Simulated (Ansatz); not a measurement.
HW₁₃S₂₆ (cell with a defect)

Input file:

```
crystal:
  lattice:
    - [-4.781620989, -4.601116942, 7.4744493696]
    - [6.375494652, -1.8404467768, 7.4744493696]
    - [-1.593873663, 6.4415637188, 7.4744493696]
  atoms:
    - { symbol: W, position: [0.6929851414, 0.077600526, 0.2314466799] }
    - { symbol: W, position: [0.0006774491, 0.0006774491, 0.0006774491] }
    - { symbol: W, position: [0.4622159106, 0.3852928337, 0.1545236029] }
    - { symbol: W, position: [0.9237543722, 0.7699082183, 0.3083697568] }
    - { symbol: W, position: [0.3852928337, 0.1545236029, 0.4622159106] }
    - { symbol: W, position: [0.8468312953, 0.5391389876, 0.6160620645] }
    - { symbol: W, position: [0.7699082183, 0.3083697568, 0.9237543722] }
    - { symbol: W, position: [0.2314466799, 0.6929851414, 0.077600526] }
    - { symbol: W, position: [0.1545236029, 0.4622159106, 0.3852928337] }
    - { symbol: W, position: [0.6160620645, 0.8468312953, 0.5391389876] }
    - { symbol: W, position: [0.077600526, 0.2314466799, 0.6929851414] }
    - { symbol: W, position: [0.5391389876, 0.6160620645, 0.8468312953] }
    - { symbol: W, position: [0.3083697568, 0.9237543722, 0.7699082183] }
    - { symbol: S, position: [0.0963819626, 0.4809973472, 0.6348435011] }
    - { symbol: S, position: [0.4040742703, 0.4040742703, 0.4040742703] }
    - { symbol: S, position: [0.8656127318, 0.7886896549, 0.5579204241] }
    - { symbol: S, position: [0.3271511934, 0.1733050395, 0.711766578] }
    - { symbol: S, position: [0.7886896549, 0.5579204241, 0.8656127318] }
    - { symbol: S, position: [0.2457963918, 0.9426482041, 0.0223236625], spin: 0.25 }
    - { symbol: S, position: [0.1733050395, 0.711766578, 0.3271511934] }
    - { symbol: S, position: [0.6348435011, 0.0963819626, 0.4809973472] }
    - { symbol: S, position: [0.5579204241, 0.8656127318, 0.7886896549] }
    - { symbol: S, position: [0.0184428896, 0.2459157209, 0.949196559], spin: 0.25 }
    - { symbol: S, position: [0.4809973472, 0.6348435011, 0.0963819626] }
    - { symbol: S, position: [0.9425358088, 0.0194588857, 0.2502281165] }
    - { symbol: S, position: [0.711766578, 0.3271511934, 0.1733050395] }
    - { symbol: S, position: [0.9562559729, 0.3408713575, 0.4947175114] }
    - { symbol: S, position: [0.260911289, 0.2606965802, 0.2730643427], spin: 0.25 }
    - { symbol: S, position: [0.7254867421, 0.6485636652, 0.4177944344] }
    - { symbol: S, position: [0.1870252037, 0.0331790498, 0.5716405883] }
    - { symbol: S, position: [0.6485636652, 0.4177944344, 0.7254867421] }
    - { symbol: S, position: [0.1101021268, 0.8024098191, 0.879332896] }
    - { symbol: S, position: [0.0331790498, 0.5716405883, 0.1870252037] }
    - { symbol: S, position: [0.4947175114, 0.9562559729, 0.3408713575] }
    - { symbol: S, position: [0.4177944344, 0.7254867421, 0.6485636652] }
    - { symbol: S, position: [0.879332896, 0.1101021268, 0.8024098191] }
    - { symbol: S, position: [0.3408713575, 0.4947175114, 0.9562559729] }
    - { symbol: S, position: [0.8024098191, 0.879332896, 0.1101021268] }
    - { symbol: S, position: [0.5716405883, 0.1870252037, 0.0331790498] }
    - { symbol: H, position: [0.2032868032, 0.1764094095, 0.0885486491], spin: 0.25 }
  host:
    lattice:
      - [1.593873663, 0.9202233884, 7.4744493696]
      - [-1.593873663, 0.9202233884, 7.4744493696]
      - [0.0, -1.8404467768, 7.4744493696]
    atoms:
      - { symbol: W, position: [0.0006774491, 0.0006774491, 0.0006774491] }
      - { symbol: S, position: [0.4040742703, 0.4040742703, 0.4040742703] }
      - { symbol: S, position: [0.2639482806, 0.2639482806, 0.2639482806] }
basis:
  ecutwfc: 420
  xc_grid: 2
kpoints:
  mp_grid: { grid: [2, 2, 2], shift: [0.5, 0.5, 0.5] }
hamiltonian:
  xc: pbe
scf:
  occupations: { method: gaussian, width: 0.01 }
output:
  forces: true
  stress: false
  eigenvalues: true
  populations: true
  charged_corrections:
    defect_position: [0.20432692, 0.17548077, 0.08894231]
    epsilon: [[11.5894, 0.0, 0.0], [0.0, 11.5894, 0.0], [0.0, 0.0, 3.2073]]
  write_density: true
  write_potential: true
  elf: true
  volumetric_format: npy
magnetization:
  spin_polarized: true
relax:
  adjacent_minimum: "off"
  f_tol: 0.025
  max_steps: 45
```

Command:

```sh
ansatz run input.yaml --threads 4 --pin off --max-ram 10240MiB --backend cpu --events-out ev --progress --plain --runs-dir out
```

The fields are those of the run's last geometry, not of the input's.

Spin-polarised.

Method: DFT PBE, scalar-relativistic, plane waves, PAW in Ansatz 0.2.0.

In a PAW calculation such maps are meaningful between the atoms, not at the nuclei.

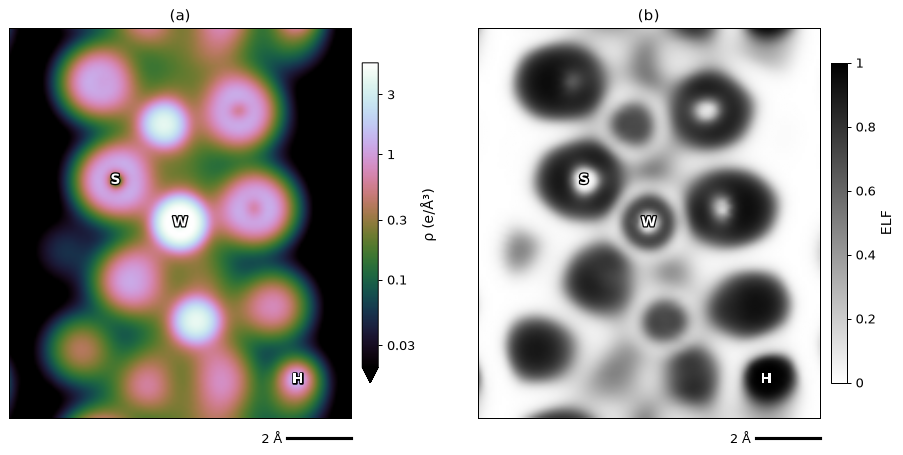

Figure 1. (a) valence electron density; (b) ELF on the (101) plane of the calculation cell.

**Read the bonding off the picture.**

- Atoms in the plane: W, S and H.
- Atoms just off the plane (W, 0.6 Å away and S, 0.3 Å away) can leave unmarked features too.
- W–S (2.42 Å): ρ at the midpoint is about 0.62 e/Å³; the ELF peaks at about 0.85 in the valence shell of S, 0.8 Å from its nucleus, and is about 0.50 at the midpoint.
- Between the atoms the lowest density in this plane is 0.003 e/Å³.
- The features right at W lie inside the PAW spheres, where the map follows smoothed inner orbitals and isn't to be read closely.

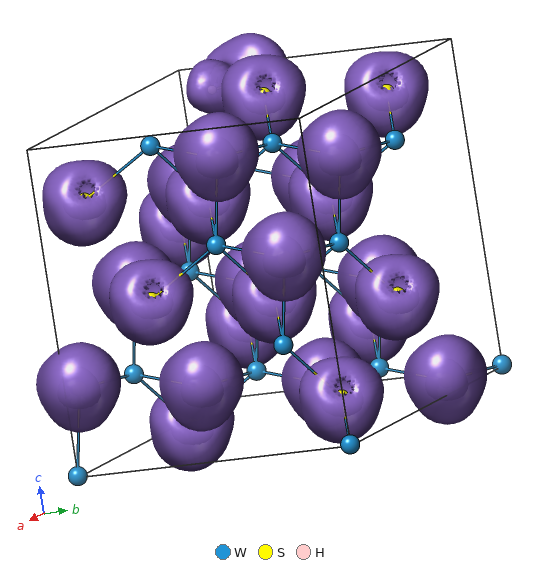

Figure 2. Isosurface of the ELF at 0.7 (purple), seen slightly off an axis. Only the valence region is drawn (cores and ρ < 0.01 e/Å³ removed). Sticks mark near contacts.

**Describe the localisation domains.**

At this value the surface marks out 25 regions wrapped around S (the valence shell of each) and one joined region spread over several atoms (H, S), in which their bonds and any lone pairs are merged, counted in one cell of 40 atoms. Any copies at cell faces, edges or corners count once. Profiles from the grid: S–H (1.44 Å): the ELF climbs to about 1 towards the hydrogen, as it does in any bond to H: a covalent bond by its length. W–S (2.40 Å): the ELF peaks at about 0.85 in the valence shell of S, 0.8 Å from its nucleus, and is about 0.50 at the midpoint.

**Does the calculation make it a metal, or give it a gap?**

It is gapped, with a Kohn–Sham gap of 0.43 eV on the k-point mesh, an upper bound to the gap of this method.
